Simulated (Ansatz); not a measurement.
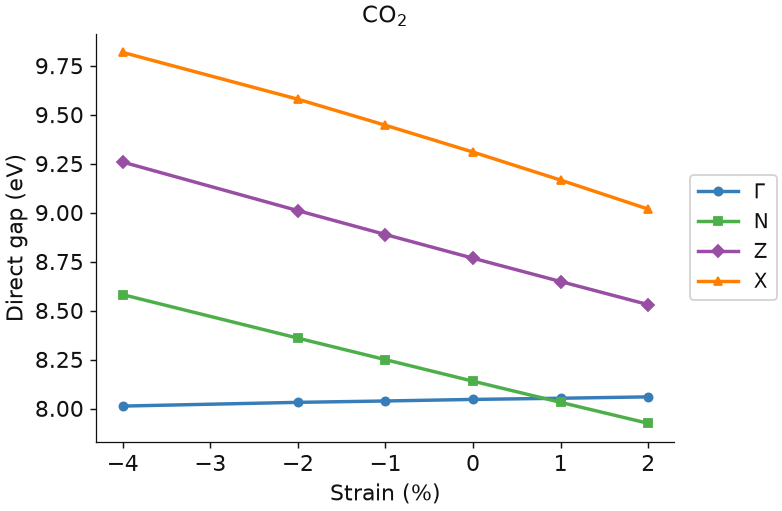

Direct gap at each named k point.

System: CO2, space group I-42d (No. 122), 6 atoms in the primitive cell; unstrained, a = 3.949 Å, c = 6.028 Å (tetragonal axes). The cell is strained along z by the value listed, with the other lengths fixed. The atoms keep their fractional positions. Level of theory: PBEsol, Ansatz PAW, no spin polarisation, no spin-orbit coupling, 8×8×8 k mesh, 420 eV cutoff, Fermi-Dirac smearing of 0.05 eV; code Ansatz 0.2.0.

How does each gap move from −4 % to +2 %?

Γ rises by 0.05 eV, N falls by 0.65 eV, Z falls by 0.73 eV and X falls by 0.80 eV.

The values:
```
strain  Γ (eV)  N (eV)  Z (eV)  X (eV)  gap on the mesh (eV)
  −4 %    8.01    8.58    9.26    9.82                  7.64
  −2 %    8.03    8.36    9.01    9.58                  7.62
  −1 %    8.04    8.25    8.89    9.45                  7.61
   0 %    8.05    8.14    8.77    9.31                  7.59
  +1 %    8.05    8.03    8.65    9.17                  7.56
  +2 %    8.06    7.93    8.53    9.02                  7.53
```

The smallest gap over all k points computed is 7.64, 7.62, 7.61, 7.59, 7.56 and 7.53 eV in turn; it lies up to 0.47 eV under the lowest value plotted. The PAW data sets were made with another functional. LDA, GGA and most meta-GGA functionals understate gaps. The cell comes from a database of computed structures, and whether it is the stable form of this composition wasn't checked.
